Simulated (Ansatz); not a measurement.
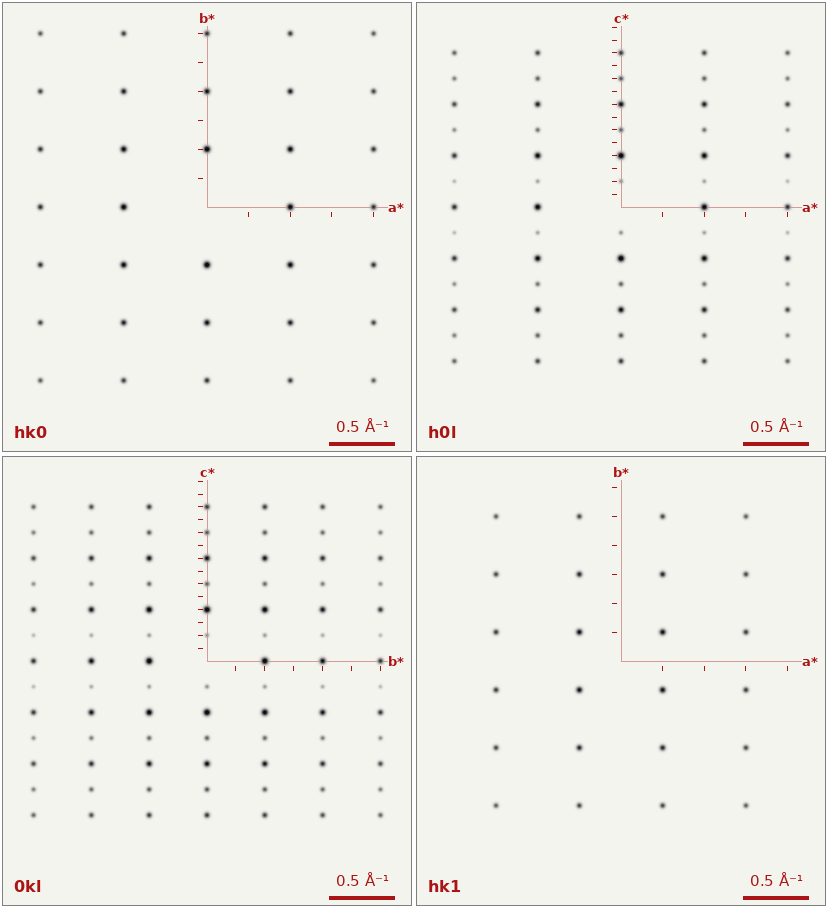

Four undistorted layers of reciprocal space, calculated for a single crystal (X-rays, kinematic |F|², B = 0.5 Å²). Tick marks count the reciprocal lattice steps of the conventional cell along each axis.

The compound is W. Structure: the geometry relaxed with Ansatz 0.2.0, DFT PBE, scalar-relativistic, plane waves, PAW; the starting structure was generated, so it need not be a known form of this composition.

Q: Read the reciprocal cell and give the direct cell.

A: a* = 0.325, b* = 0.226, c* = 0.100 Å⁻¹; the cell is orthorhombic with a = 3.08 Å, b = 4.43 Å, c = 9.97 Å.

Q: List the systematic absences.

A: Reflections are present only under these conditions. hkl: h + k = 2n, h + l = 2n; hk0: h = 2n, k = 2n; h0l: h = 2n, l = 2n; 0kl: k = 2n, l = 2n; h00: h = 2n; 0k0: k = 2n; 00l: l = 2n. The lattice is face-centred (F).

Q: Which space groups fit?

A: The intensities have Laue symmetry mmm (the hk0 layer shows 2mm, hk1 shows 2mm). With these conditions the candidates are F222 (No. 22), Fmm2 (No. 42), Fmmm (No. 69). Diffraction geometry alone does not choose among them; the structure has Fmmm.
